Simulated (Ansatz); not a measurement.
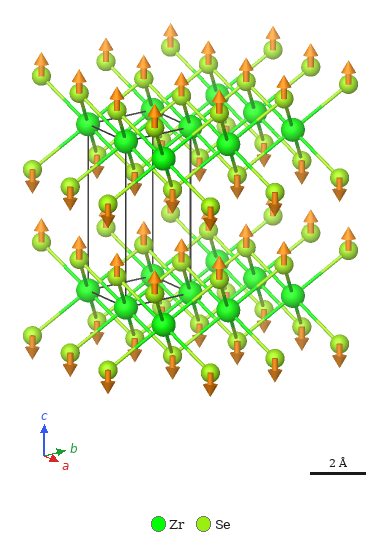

This is a relaxation of crystalline ZrSe₂ (set up in P-3m1). The starting structure is drawn; orange arrows show the displacements (the part carried along by the change of the cell is left out), 10 times their true length.

Style: ball-and-stick. Shown: the cell of the calculation, repeated 2 × 2 × 1 with one cell outlined, slightly off an axis.

Method: DFT PBE+D3(BJ), scalar-relativistic, plane waves, PAW; settings changed (Ansatz 0.2.0).

Input file:
```yaml
crystal:
  lattice:
    - [3.798, 0.0, 0.0]
    - [-1.899, 3.2891644836, 0.0]
    - [0.0, 0.0, 6.192]
  atoms:
    - { symbol: Zr, position: [0.0, 0.0, 0.0] }
    - { symbol: Se, position: [0.3333333333, 0.6666666667, 0.25] }
    - { symbol: Se, position: [0.6666666667, 0.3333333333, 0.75] }
basis:
  ecutwfc: "800 eV"
kpoints:
  mp_grid: { grid: [12, 12, 6] }
hamiltonian:
  xc: pbe
  dispersion: d3bj
scf:
  occupations: { method: gaussian, width: 0.02 }
  initial_density: { chi_scale: 0.1 }
  lower_state_search: "off"
output:
  forces: true
  eigenvalues: true
  stress: true
relax:
  adjacent_minimum: "off"
  f_tol: 0.02
  max_steps: 70
  cell: { stress_tol: 0.1 }
```

Launched with:
```bash
ansatz run input.yaml --threads 2 --pin off --max-ram 5120MiB --backend cpu --events-out ev --progress --plain --runs-dir out
```

Question: What happened in the run?

Answer: Over 2 accepted moves (4 points after the start) the energy falls by 11.4 meV per atom. The largest force component goes from 0.3 to 0.01 eV/Å. The pressure goes from −0.57 to −0.04 GPa. The line search rejected the trial step at point 1 of the run. The SCF was repeated once at an unchanged geometry on a basis and grid sized afresh for the cell, which shifted the energy by less than 0.05 meV per atom at most. The largest moves relative to the cell, 0.090 Å, are those of Se2 and Se3. Se3 goes along −c. Zr stays in place. Cell: a = b 3.798 → 3.736 Å (−1.6 %), c 6.192 → 6.036 Å (−2.5 %). Volume −5.7 %. The space group stays P-3m1 (No. 164). The run took 55 s on 2 threads of Arm Neoverse V2, on a shared host, peak memory 0.73 GiB.
